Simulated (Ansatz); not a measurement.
Structure: a (100) slab cut from Si (Fd-3m), of composition Si₂₄H₁₃O₄ (not the bulk's), ended by Si planes, 41 atoms in the cell; a = 7.67 Å, b = 7.67 Å, c = 27.63 Å, α = 90.00°, β = 90.00°, γ = 90.00°.

Method: DFT PBE+D3(BJ), scalar-relativistic, plane waves, PAW, spin-polarised, 2×2×1 k mesh, 420 eV cutoff, Gaussian smearing of 0.05 eV (Ansatz).

What does the potential across the slab give for the band edges against vacuum?

From the vacuum level at the right face the ionisation potential is 4.35 eV and the electron affinity 3.73 eV; at the left face they are 4.59 and 3.98 eV. The slab's gap, their difference before rounding, is 0.62 eV. The vacuum levels differ by 0.24 eV, so the slab carries a dipole along its normal. Some atoms were held fixed in the relaxation, which can itself make the faces differ. The outermost atoms are 10.1 Å apart, which leaves 17.5 Å of vacuum in a cell 27.6 Å high.

Some starting moments didn't survive the run.

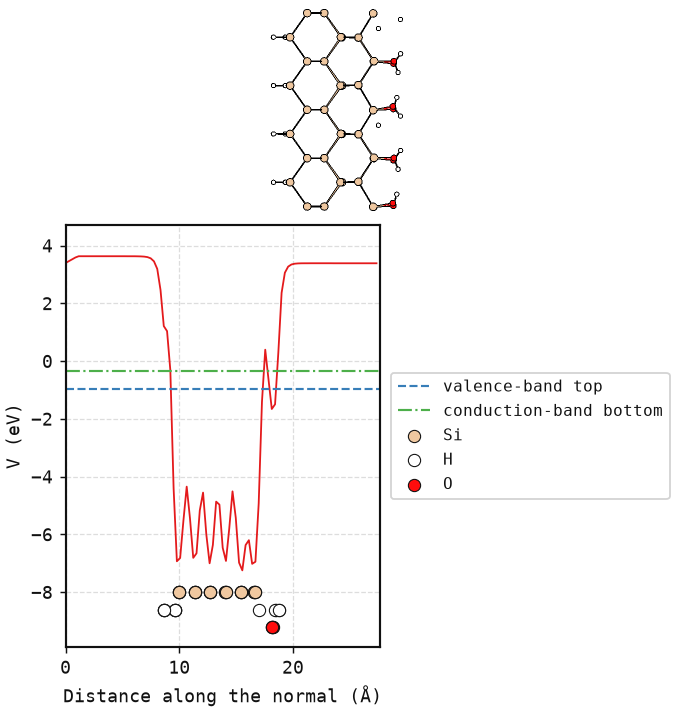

Plane-averaged electrostatic potential energy of an electron across the slab; circles at the bottom mark the heights of the atoms (positions after relaxation). The structure is drawn too.
